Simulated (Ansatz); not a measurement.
Ga2As3

Input

```
crystal:
  lattice:
    - [4.0307631145, 0.0, 0.0]
    - [-2.0153815573, 3.4907432538, 0.0]
    - [0.0, 0.0, 16.6125963095]
  atoms:
    - { symbol: Ga, position: [0.0, 0.0, 0.4478024631] }
    - { symbol: Ga, position: [0.3333333333, 0.6666666667, 0.6482874215] }
    - { symbol: Ga, position: [0.3333333333, 0.6666666667, 0.0468764066] }
    - { symbol: Ga, position: [0.6666666667, 0.3333333333, 0.2471113446] }
    - { symbol: As, position: [0.6666666667, 0.3333333333, 0.3976421411] }
    - { symbol: As, position: [0.0, 0.0, 0.5984037699] }
    - { symbol: As, position: [0.3333333333, 0.6666666667, 0.799036208] }
    - { symbol: As, position: [0.0, 0.0, 0.9901916761] }
    - { symbol: As, position: [0.3333333333, 0.6666666667, 0.1970880552] }
    - { symbol: As, position: [0.6666666667, 0.3333333333, 0.868560514] }
basis:
  ecutwfc: 500
kpoints:
  mp_grid: { grid: [12, 12, 2] }
  band_path:
    path:
      - [[0.0, 0.0, 0.0], [0.5, 0.0, 0.0], [0.33333333, 0.33333333, 0.0], [0.0, 0.0, 0.0], [0.0, 0.0, 0.5], [0.5, 0.0, 0.5], [0.33333333, 0.33333333, 0.5], [0.0, 0.0, 0.5]]
      - [[0.5, 0.0, 0.5], [0.5, 0.0, 0.0]]
      - [[0.33333333, 0.33333333, 0.5], [0.33333333, 0.33333333, 0.0]]
    npoints: 14
hamiltonian:
  xc: r2scan
scf:
  occupations: { method: gaussian, width: 0.02 }
  n_extra_bands: 25
output:
  forces: true
  stress: true
  eigenvalues: true
  populations: true
  dos: { projected: true, de: 0.02, nscf_kmesh: { grid: [15, 15, 3] } }
  bader: true
  write_density: true
  write_potential: true
  elf: true
  volumetric_format: npy
```

Command:

```sh
ansatz run input.yaml --threads 1 --pin off --max-ram 2560MiB --backend cpu --events-out ev --progress --plain --runs-dir out
```

Below, planes, directions and counts refer to the conventional cell (a = 4.03 Å, b = 4.03 Å, c = 16.61 Å, α = 90.00°, β = 90.00°, γ = 120.00°).

Space group P3m1; a generated structure, not necessarily the stable one; computed pressure about −3 GPa in this cell.

Method: DFT r2SCAN, scalar-relativistic, plane waves, PAW (Ansatz 0.2.0).

In a PAW calculation such maps are meaningful between the atoms, not at the nuclei.

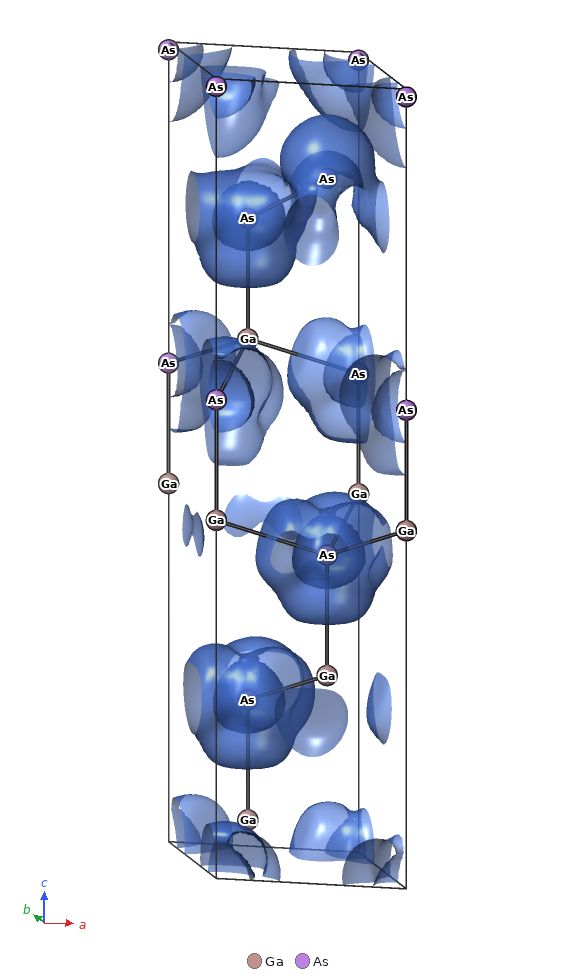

Figure 1. Isosurface of the ELF at 0.6 (blue), seen slightly off an axis. Core shells and regions of very low density are left out. Sticks mark near contacts.

> Describe the localisation domains.

The ELF exceeds this value in four regions on As in which the atom's valence shell and bonds are merged and sheets that run through the cell in two directions, counted in one cell of 10 atoms. Any copies at cell faces, edges or corners count once. Along the contacts the grid gives the following. Ga–As (2.47 Å): the ELF peaks at about 0.80 between the atoms: a shared electron pair. As–As (2.60 Å): the ELF peaks at about 0.75 between the atoms.

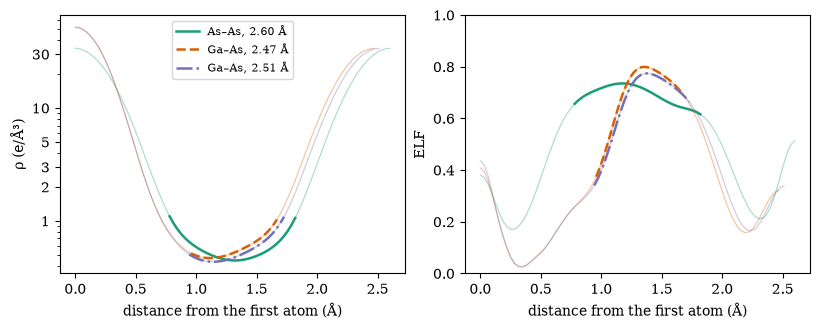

Figure 2. Valence electron density and electron localisation function along straight lines between neighbouring atoms. Thin, pale parts lie inside the atomic spheres.

> Compare the contacts.

As–As (2.60 Å): the density is about 0.45 e/Å³ at the midpoint; the ELF peaks at about 0.75 between the atoms.
Ga–As (2.47 Å): ρ at the midpoint is about 0.49 e/Å³; the ELF peaks at about 0.80 between the atoms; a covalent bond.
Ga–As (2.51 Å): the density is about 0.45 e/Å³ at the midpoint; the ELF peaks at about 0.75 between the atoms, as expected for localised, covalent bonding.

> Does the calculation make it a metal, or give it a gap?

It is gapped, with a Kohn–Sham gap of 0.38 eV on the k-point mesh (the band edges may lie off the mesh, which would make the gap smaller).

> How much charge does the calculation move between the atoms?

Electrons move from Ga towards As. Bader charges: Ga +0.74 and As −0.75 to +0.25 e.
